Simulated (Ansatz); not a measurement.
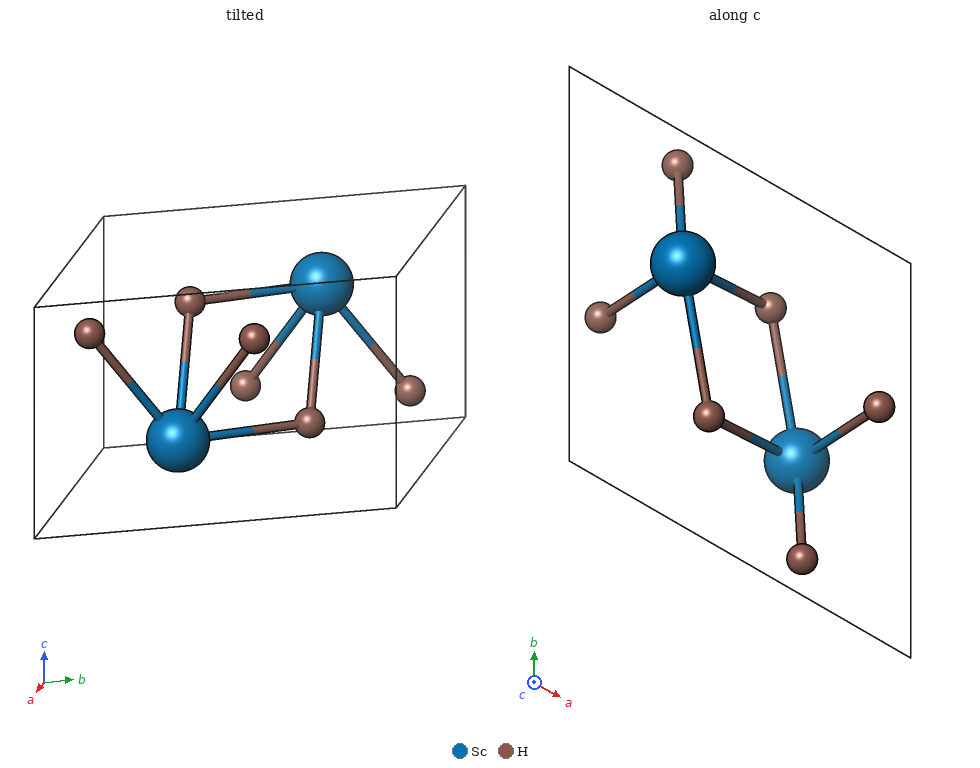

Ball-and-stick representation of a periodic structure, projected slightly off an axis and along the c axis. The wireframe shows the conventional unit cell. Cell: a = 5.14 Å, b = 5.14 Å, c = 3.19 Å, α = 90.00°, β = 90.00°, γ = 120.00°.

The structure comes from a structure type filled with these elements by a generator (whether the compound takes this form wasn't checked). Earlier steps of the study may have refined or changed the cell and positions. It was run through Ansatz as a DFT input.

Q: Notes on the structure:

A: It has the composition ScH$_{3}$. It is primitive hexagonal, space group P6_3/m (No. 176). Content of the cell: 2 Sc, 6 H (Z = 2). Sc is linked to nine H at about 2.0 Å. H is coordinated by three Sc in a trigonal pyramidal arrangement at about 2.0 Å. The bonds build a three-dimensional framework.

Theory: DFT PBEsol, scalar-relativistic, plane waves, PAW in Ansatz. Numerical settings: a basis cut at 420 eV, 6×6×8 k-points, Gaussian smearing of 0.02 eV, no spin polarisation.

Q: Is the electronic structure metallic or gapped?

A: A semiconductor at this level, with a gap of 2.25 eV, indirect.

Q: What does a Bader analysis give?

A: Sc +1.69 e; H -0.56 e.

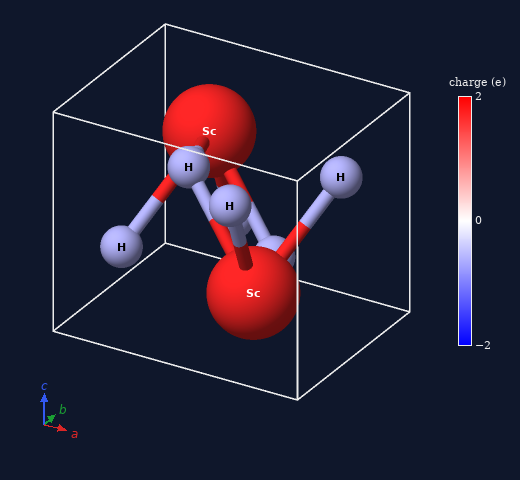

The atoms coloured by those charges. The run's cell of 8 atoms is drawn.

Q: Does this geometry sit at a stationary point of the energy?

A: No. The largest force is 0.03 eV/Å, on H. The pressure is -2.4 GPa, so the cell would contract.
